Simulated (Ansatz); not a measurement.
**Run report: SnO, geometry relaxation**

System: SnO (P6/mmm, 2 atoms in the cell).
Method: DFT PBE, scalar-relativistic, plane waves, PAW, no spin polarisation (Ansatz 0.2.0).

The structure was built on a prototype by a generator; it need not be a known phase. It belongs to a series of runs on one base structure; here: random cell with space group Imma (No. 74). Figures and captions count atoms from 1; the log counts them from 0 in places.

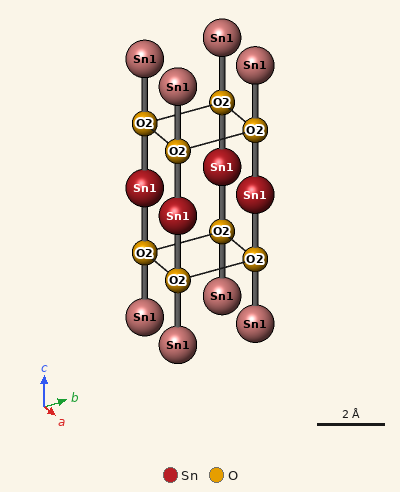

Fig. 1: The starting structure (ball-and-stick view of the cell of the calculation, seen slightly off an axis; neighbours outside the cell are drawn fainter; atoms are numbered from 1 in the order of the input). Near neighbours in the crystal (not all of them lie inside the picture): Sn has 2 O at 2.01 Å; O has 2 Sn at 2.01 Å.

### Input file
```yaml
crystal:
  lattice:
    - [3.4176030055, 0.0, 0.0]
    - [-1.7088015027, 2.9597310228, 0.0]
    - [0.0, 0.0, 4.0242327764]
  atoms:
    - { symbol: Sn, position: [0.0, 0.0, 0.5] }
    - { symbol: O, position: [0.0, 0.0, 0.0] }
basis:
  ecutwfc: 420
kpoints:
  mp_grid: { grid: [18, 18, 14] }
hamiltonian:
  xc: pbe
scf:
  occupations: { method: gaussian, width: 0.1 }
output:
  forces: true
  stress: true
  eigenvalues: true
relax:
  adjacent_minimum: "off"
  f_tol: 0.01
  max_steps: 80
  cell: { stress_tol: 0.05 }
```

Launched with:
```bash
ansatz run input.yaml --threads 1 --pin off --max-ram 2560MiB --backend cpu --events-out ev --progress --plain --runs-dir out
```

### The program's output
```
Engine: ansatz 0.2.0, x86_64-unknown-linux-gnu
Pseudopotentials: kind: paw
Pseudopotential: Sn, paw, valence charge 14, recommended cutoff 420 eV (normal), Sn.paw.azcp
Pseudopotential: O, paw, valence charge 6, recommended cutoff 420 eV (normal), O.paw.azcp
Functional definition: PBE
  parameter kappa = 0.804
  parameter beta = 0.06672455060314922
  exchange = pbe_x(kappa = kappa, mu = beta*pi^2/3)
  correlation = pbe_c(beta = beta)
Crystal: 2 atoms, lattice volume = 40.706 Å³
Basis set: ecut = 420 eV, 793 PW (Γ), exchange–correlation on 48×48×54 points (8 copies of the dense FFT grid, shifted against one another)
Bands: 14, of which v1, the nominal top of the filled ones, is band 10 counted from 1 (9 counted from 0)
Symmetry: 24 space group operations
Space group: P6/mmm (ITA 191), of the structure as read, at distance tolerance 3.4e-5 Å
k-points: 296 of 4536
Non-local potential: Sn, projectors of the file, l = 0: 2, l = 1: 2, l = 2: 2, l = 3: 2
Non-local potential: O, projectors of the file, l = 0: 2, l = 1: 2, l = 2: 1
PAW form: soft (Blöchl's): semilocal exchange-correlation on the pseudo side does not see the compensation charge
PAW one-centre angular grid: Sn, 590 points (default); XC on 64 Gauss nodes
PAW one-centre angular grid: O, 110 points (default); XC on 64 Gauss nodes
Initial density: superposition of atomic densities (neutral atoms: chi_scale 0, normalization atom), corrected by the library's trained network
Initial wavefunctions: pseudopotential atomic-orbital guess
Functional: x = pbe(κ = 0.804, μ = 0.2195149727645171), c = pbe(β = 0.06672455060314922)
SCF iter   1: F=—  HF=-6590.231320 eV  |F-HF|=—  |Δ(HF+E_count)|=         —  Δρ=2.76e-3  dr2=7.16e-3  ethr=1.77e-3  ⟨swp⟩=5.3  Hψ=23470  notcnv=0
preconditioner: auto → none  [metal: Δε(μ)=0.047 eV  Ē_g=19.669 eV  σ=0.100 eV  W_gap=0.26  n_scr=8 (ndim 8)  ℏωp=26.0 eV  f_vac=0.033  D(μ)=0.21/eV (n_scr^D=0)  sad-step TF]
SCF iter   2: F=—  HF=-6590.230371 eV  |F-HF|=—  |Δ(HF+E_count)|=   9.49e-4  Δρ=1.83e-3  dr2=2.79e-3  ethr=3.58e-5  ⟨swp⟩=1.3  Hψ=6645  notcnv=0
SCF iter   3: F=—  HF=-6590.230218 eV  |F-HF|=—  |Δ(HF+E_count)|=   1.53e-4  Δρ=1.47e-3  dr2=1.31e-3  ethr=1.39e-5  ⟨swp⟩=2.2  Hψ=5686  notcnv=0
SCF iter   4: F=—  HF=-6590.230108 eV  |F-HF|=—  |Δ(HF+E_count)|=   1.09e-4  Δρ=1.91e-4  dr2=1.32e-5  ethr=6.54e-6  ⟨swp⟩=2.0  Hψ=4854  notcnv=0
SCF iter   5: F=—  HF=-6590.230119 eV  |F-HF|=—  |Δ(HF+E_count)|=   1.03e-5  Δρ=1.21e-4  dr2=4.01e-6  ethr=6.62e-8  ⟨swp⟩=2.0  Hψ=7107  notcnv=0
SCF iter   6: F=—  HF=-6590.230117 eV  |F-HF|=—  |Δ(HF+E_count)|=   2.08e-6  Δρ=3.68e-5  dr2=2.61e-7  ethr=2.01e-8  ⟨swp⟩=2.1  Hψ=6172  notcnv=0
SCF iter   7: F=-6590.230117 eV  HF=-6590.230117 eV  |F-HF|=2.40e-8  |Δ(HF+E_count)|=   4.74e-8  Δρ=9.37e-6  dr2=2.28e-8  ethr=5.00e-10  ⟨swp⟩=6.0  Hψ=19934  notcnv=0
SCF 1 converged in 7 iterations: F = -6590.230117 eV  dr2 = 2.28e-8
  greatest PAW one-centre occupation: 0.993 electrons in one spin orbital (limit 2), on the Sn atom at site 0 (counted from 0), in its partial waves of l = 2
relax step   1: F+E_penalty+E_count = -6590.23011650 eV  Δ(F+E_penalty+E_count) = +0.000e0 eV  max|allowed force component| = 3.570e-30 eV/Å  Δτ_max = 0.0000 Å  P = +0.052 GPa  Ω = 40.706 Å³  (7 SCF iters, dr2 threshold 1.00e-7 eV, accepted)
Crystal: 2 atoms, lattice volume = 40.877 Å³
Initial density: handed on by an earlier stage of this run
Initial wavefunctions: those handed on with the density
iter 1 solved again at ethr=1.31e-7 eV; its pass at ethr=3.10e-3 eV (dr2=2.62e-5 eV) is discarded
SCF iter   1: F=—  HF=-6590.229734 eV  |F-HF|=—  |Δ(HF+E_count)|=         —  Δρ=2.34e-4  dr2=1.96e-5  ethr=1.31e-7  ⟨swp⟩=3.1  Hψ=28151  notcnv=0
preconditioner: auto → none  [metal: Δε(μ)=0.055 eV  Ē_g=19.672 eV  σ=0.100 eV  W_gap=0.30  n_scr=8 (ndim 8)  ℏωp=26.0 eV  f_vac=0.025  D(μ)=0.21/eV (n_scr^D=0)]
SCF iter   2: F=—  HF=-6590.229740 eV  |F-HF|=—  |Δ(HF+E_count)|=   6.35e-6  Δρ=2.44e-4  dr2=2.62e-5  ethr=9.79e-8  ⟨swp⟩=2.0  Hψ=5704  notcnv=0
SCF iter   3: F=—  HF=-6590.229736 eV  |F-HF|=—  |Δ(HF+E_count)|=   4.57e-6  Δρ=6.79e-5  dr2=1.20e-6  ethr=9.79e-8  ⟨swp⟩=2.0  Hψ=5111  notcnv=0
SCF iter   4: F=—  HF=-6590.229736 eV  |F-HF|=—  |Δ(HF+E_count)|=   3.92e-7  Δρ=1.16e-5  dr2=3.67e-8  ethr=5.98e-9  ⟨swp⟩=2.0  Hψ=4776  notcnv=0
SCF iter   5: F=-6590.229736 eV  HF=-6590.229736 eV  |F-HF|=9.55e-10  |Δ(HF+E_count)|=   3.17e-8  Δρ=1.58e-6  dr2=5.82e-10  ethr=1.25e-10  ⟨swp⟩=5.8  Hψ=18305  notcnv=0
SCF 2 converged in 5 iterations: F = -6590.229736 eV  dr2 = 5.82e-10
relax step   2: F+E_penalty+E_count = -6590.22973605 eV  Δ(F+E_penalty+E_count) = +3.805e-4 eV  max|allowed force component| = 1.541e-32 eV/Å  Δτ_max = 0.0000 Å  P = -0.022 GPa  Ω = 40.877 Å³  energy of the carried Pulay correction = -3.956e-4 eV  (5 SCF iters, dr2 threshold 2.49e-8 eV, accepted)
Crystal: 2 atoms, lattice volume = 40.808 Å³
iter 1 solved again at ethr=2.66e-8 eV; its pass at ethr=3.10e-3 eV (dr2=5.32e-6 eV) is discarded
SCF iter   1: F=—  HF=-6590.229911 eV  |F-HF|=—  |Δ(HF+E_count)|=         —  Δρ=1.06e-4  dr2=3.79e-6  ethr=2.66e-8  ⟨swp⟩=3.1  Hψ=28046  notcnv=0
preconditioner: auto → none  [metal: Δε(μ)=0.051 eV  Ē_g=19.678 eV  σ=0.100 eV  W_gap=0.28  n_scr=8 (ndim 8)  ℏωp=26.0 eV  f_vac=0.024  D(μ)=0.21/eV (n_scr^D=0)]
SCF iter   2: F=—  HF=-6590.229914 eV  |F-HF|=—  |Δ(HF+E_count)|=   3.34e-6  Δρ=1.12e-4  dr2=5.43e-6  ethr=1.89e-8  ⟨swp⟩=2.0  Hψ=7089  notcnv=0
SCF iter   3: F=—  HF=-6590.229913 eV  |F-HF|=—  |Δ(HF+E_count)|=   1.00e-6  Δρ=2.49e-5  dr2=1.53e-7  ethr=1.89e-8  ⟨swp⟩=2.0  Hψ=5106  notcnv=0
SCF iter   4: F=-6590.229913 eV  HF=-6590.229913 eV  |F-HF|=2.08e-9  |Δ(HF+E_count)|=   6.24e-8  Δρ=4.50e-6  dr2=5.59e-9  ethr=7.49e-11  ⟨swp⟩=4.1  Hψ=18248  notcnv=0
SCF 3 converged in 4 iterations: F = -6590.229913 eV  dr2 = 5.59e-9
relax step   3: F+E_penalty+E_count = -6590.22991338 eV  Δ(F+E_penalty+E_count) = -1.773e-4 eV  max|allowed force component| = 9.861e-32 eV/Å  Δτ_max = 0.0000 Å  P = +0.003 GPa  Ω = 40.808 Å³  energy of the carried Pulay correction = -2.349e-4 eV  (4 SCF iters, dr2 threshold 1.50e-8 eV, accepted)
Initial wavefunctions: pseudopotential atomic-orbital guess (no wavefunctions were taken with the density)
iter 1 solved again at ethr=6.73e-8 eV; its pass at ethr=3.10e-3 eV (dr2=1.35e-5 eV) is discarded
SCF iter   1: F=—  HF=-6590.230133 eV  |F-HF|=—  |Δ(HF+E_count)|=         —  Δρ=4.63e-5  dr2=5.01e-8  ethr=6.73e-8  ⟨swp⟩=3.2  Hψ=35139  notcnv=0
preconditioner: auto → none  [metal: Δε(μ)=0.052 eV  Ē_g=19.678 eV  σ=0.100 eV  W_gap=0.29  n_scr=8 (ndim 8)  ℏωp=26.0 eV  f_vac=0.025  D(μ)=0.21/eV (n_scr^D=0)]
SCF iter   2: F=—  HF=-6590.230148 eV  |F-HF|=—  |Δ(HF+E_count)|=   1.50e-5  Δρ=2.28e-5  dr2=1.50e-8  ethr=2.50e-10  ⟨swp⟩=3.0  Hψ=8006  notcnv=0
SCF iter   3: F=—  HF=-6590.230151 eV  |F-HF|=—  |Δ(HF+E_count)|=   2.92e-6  Δρ=1.17e-5  dr2=9.34e-9  ethr=7.49e-11  ⟨swp⟩=2.0  Hψ=5127  notcnv=0
SCF iter   4: F=—  HF=-6590.230151 eV  |F-HF|=—  |Δ(HF+E_count)|=   7.64e-7  Δρ=5.26e-6  dr2=6.00e-9  ethr=4.67e-11  ⟨swp⟩=2.0  Hψ=5619  notcnv=0
SCF iter   5: F=—  HF=-6590.230151 eV  |F-HF|=—  |Δ(HF+E_count)|=   8.54e-8  Δρ=2.26e-6  dr2=1.04e-9  ethr=3.00e-11  ⟨swp⟩=1.0  Hψ=4146  notcnv=0
SCF iter   6: F=—  HF=-6590.230151 eV  |F-HF|=—  |Δ(HF+E_count)|=   1.95e-8  Δρ=5.03e-7  dr2=4.86e-11  ethr=5.19e-12  ⟨swp⟩=1.7  Hψ=4473  notcnv=0
SCF iter   7: F=-6590.230151 eV  HF=-6590.230151 eV  |F-HF|=1.46e-11  |Δ(HF+E_count)|=  9.50e-10  Δρ=6.81e-8  dr2=6.21e-13  ethr=1.00e-12  ⟨swp⟩=6.0  Hψ=16616  notcnv=0
SCF 4 converged in 7 iterations: F = -6590.230151 eV  dr2 = 6.21e-13
relax step   4: F+E_penalty+E_count = -6590.23015145 eV  Δ(F+E_penalty+E_count) = -2.381e-4 eV  max|allowed force component| = 1.643e-32 eV/Å  Δτ_max = 0.0000 Å  P = +0.011 GPa  Ω = 40.808 Å³  stress off target by 1.19e-2 GPa  SCF on the basis re-selected at this cell (its energy is not comparable with the rows above)  (7 SCF iters)
```

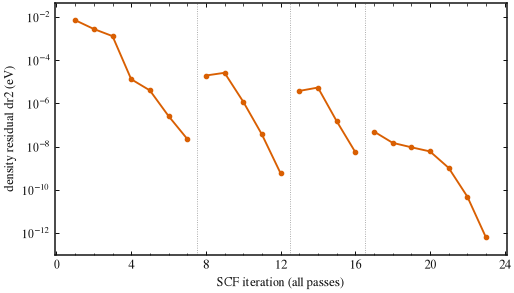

Fig. 2: Convergence of the self-consistent field: density residual dr2 against the SCF iteration. The dotted lines part the SCF passes of the relaxation: geometry steps, rejected trials and re-solves on a re-selected basis. The passes take 7, 5, 4 and 7 iterations.

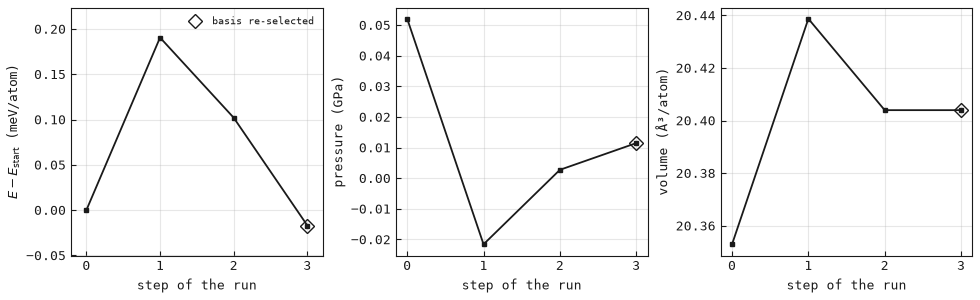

Fig. 3: Progress of the relaxation, step by step (the first geometry is step 0 here and step 1 in the log). The energy rises by 0.1 meV per atom in 2 geometry steps. All forces vanish by symmetry, so only the cell relaxes. Pressure: 0.05 GPa at the start and 0.01 GPa at the end. The atoms keep their places relative to the cell (all moves are under 0.005 Å). The volume changes by +0.3 %, with a = b 3.418 → 3.422 Å (+0.1 %), c stays at 4.024 Å. The space group stays P6/mmm (No. 191). A last SCF at the same geometry on a re-selected plane-wave basis shifts the energy by −0.1 meV per atom. (Atoms are counted from 1 in the order of the input.)

```
basis re-selected at this cell: Δ(F+E_penalty+E_count) = -2.381e-4 eV, ΔP = +0.009 GPa vs the last step (what re-selecting the basis moved, of the pressure what is left beyond the Pulay correction that the steps carried, after the strain that the cell walked since its last selection, with what the two solves' SCF thresholds leave and, on support functions, any second-order correction that the steps lacked; it is no measure of the basis error at this ecutwfc). This SCF's stress stands 1.19e-2 GPa from its target on what of the cell is left free (relax.cell.stress_tol is 5.00e-2 GPa) and its largest allowed force component is 1.64e-32 eV/Å (relax.f_tol is 1.00e-2 eV/Å): within both
SCF converged after 7 iterations
Free energy (F): -6590.230151 eV
Harris-Foulkes:  -6590.230151 eV  (|F-HF|=1.46e-11)
Internal energy: -6590.229090 eV  (E = F + TS)
E sigma→0 (E₀):  -6590.229621 eV
Entropy (-TS):   -0.001062 eV (-0.531 meV/atom)
Fermi energy:    6.742095 eV
--- Per-component energies (eV) ---
  E_band       = -136.971227
  E_kinetic    = 358.858584
  E_local      = -1396.938375  (includes V_loc(G=0)·N_el)
  E_nonlocal   = 16.728125
  E_hartree    = 732.965561
  E_xc         = -454.155243
  E_vxc        = -187.410310  (∫ρ·V_xc dr)
  E_paw        = -4296.457692  (= ΣΔE_a)
  E_vpaw       = -394.142746  (= ΣTr[D̂ρ^β])
  E_aug_tail   = 0.002367  (compensation charges beyond the density's cutoff)
  E_ewald      = -1551.232416
  E_smearing   = -0.001062  (= −TS)
  E_closure    = -0.000000  (closes the sum)
  Σ components = -6590.230151   (vs F -6590.230151, Δ=0.00e0)
--- Forces (eV/Å), atoms counted from 1 ---
  atom   1  Sn     0.00000000     0.00000000     0.00000000
  atom   2  O      0.00000000     0.00000000     0.00000000
  max |Σ_I F_I| component: 3.29e-32 eV/Å
--- Stress (GPa, compression-positive) ---
        0.011235      -0.000000      -0.000000
       -0.000000       0.011235      -0.000000
       -0.000000      -0.000000       0.011921
  P = ⅓ Tr σ = 0.0115 GPa (0.115 kbar)
--- Band table (eV; the first three rows and the last of 296) ---
  k-point 0: bands = ["-14.9281", "-14.4201", "-14.4201", "-14.1686", "-14.1686", "-10.1823", "0.4254", "1.2717", "5.1375", "5.1375", "13.8942", "15.3436", "15.4344", "15.4344"]
  k-point 1: bands = ["-14.9070", "-14.4201", "-14.4201", "-14.1695", "-14.1695", "-10.2060", "-0.1318", "1.9116", "5.1570", "5.1570", "13.5568", "15.3680", "15.3680", "15.6752"]
  k-point 2: bands = ["-14.8464", "-14.4200", "-14.4200", "-14.1719", "-14.1719", "-10.2745", "-0.8701", "2.8941", "5.2130", "5.2130", "12.9065", "15.1850", "15.1850", "16.3141"]
  k-point 295: bands = ["-14.3647", "-14.3619", "-14.3619", "-14.2270", "-14.2270", "-10.5164", "-0.2556", "4.5856", "4.5856", "6.2895", "6.2895", "9.6789", "15.4832", "16.1961"]
--- Relaxed structure (3 steps of the walk, 3 accepted, 1 SCFs on fresh bases) ---
  F+E_penalty+E_count = -6590.23015145 eV   max|allowed force component| = 1.643e-32 eV/Å   (the final SCF, on the basis selected at the relaxed cell)
  cell:  # Å, volume = 40.8079 Å³
    - [3.421890797907867, -2.8903739147654413e-11, 3.1890294582982095e-34]
    - [-1.710945398928902, 2.963444359978867, 6.149096903316945e-35]
    - [3.7550870743181176e-34, 3.0040696594544942e-34, 4.024217074795559]
  atoms:
    - { symbol: Sn, position: [9.8487807565575e-39, -3.3080719429937247e-40, 0.5] }
    - { symbol: O, position: [-9.848780756553274e-39, 3.3080719429426846e-40, 0.0] }
```

### Trajectory as extended XYZ (Å, eV, eV/Å), 4 frames, from step=1 to step=4
```
2
Lattice="3.4176 0.0000 0.0000 -1.7088 2.9597 0.0000 0.0000 0.0000 4.0242" Properties=species:S:1:pos:R:3:forces:R:3 step=1 energy=-6590.23012 pressure_GPa=0.05
Sn    0.0000    0.0000    2.0121    0.0000   0.0000   0.0000
O     0.0000    0.0000    0.0000    0.0000   0.0000   0.0000
2
Lattice="3.4249 0.0000 0.0000 -1.7125 2.9661 0.0000 0.0000 0.0000 4.0240" Properties=species:S:1:pos:R:3:forces:R:3 step=2 energy=-6590.22974 pressure_GPa=-0.02
Sn    0.0000    0.0000    2.0120    0.0000   0.0000   0.0000
O     0.0000    0.0000    0.0000    0.0000   0.0000   0.0000
2
Lattice="3.4219 0.0000 0.0000 -1.7109 2.9634 0.0000 0.0000 0.0000 4.0242" Properties=species:S:1:pos:R:3:forces:R:3 step=3 energy=-6590.22991 pressure_GPa=0.00
Sn    0.0000    0.0000    2.0121    0.0000   0.0000   0.0000
O     0.0000    0.0000    0.0000    0.0000   0.0000   0.0000
2
Lattice="3.4219 0.0000 0.0000 -1.7109 2.9634 0.0000 0.0000 0.0000 4.0242" Properties=species:S:1:pos:R:3:forces:R:3 step=4 energy=-6590.23015 pressure_GPa=0.01
Sn    0.0000    0.0000    2.0121    0.0000   0.0000   0.0000
O     0.0000    0.0000    0.0000    0.0000   0.0000   0.0000
```

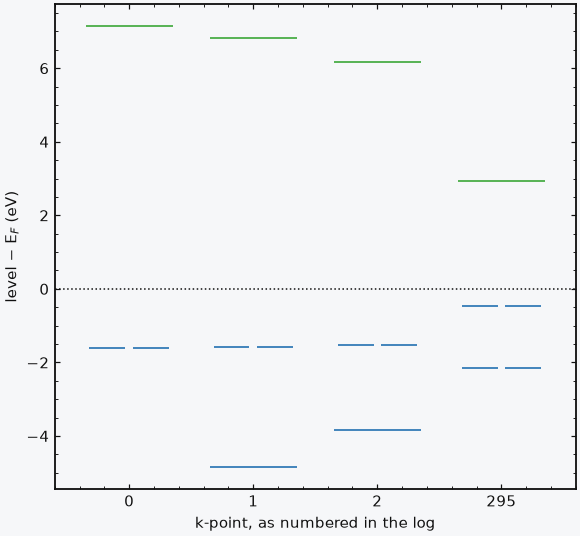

Fig. 4: Kohn–Sham levels near the Fermi level (dotted) at the few k-points that the log prints; levels within 0.02 eV of each other stand side by side. The system is metallic on the full mesh.

### Key numbers

```tsv
quantity	value
outcome	converged
space group (tolerance 0.01 Å)	P6/mmm (191)
electrons treated	20
free energy	−6590.2302 eV
Fermi energy	6.742 eV
gap on the k-point mesh	none (metallic)
pressure	0.01 GPa
final volume	40.81 Å³
largest force (length of the vector) at the end	under 0.001 eV/Å
final cell	a = 3.422 Å, b = 3.422 Å, c = 4.024 Å, α = 90.00°, β = 90.00°, γ = 120.00°
hardware	1 thread of Intel Xeon (Granite Rapids), 192 GiB of memory available, shared host
wall time	18 s
peak memory	0.48 GiB
```
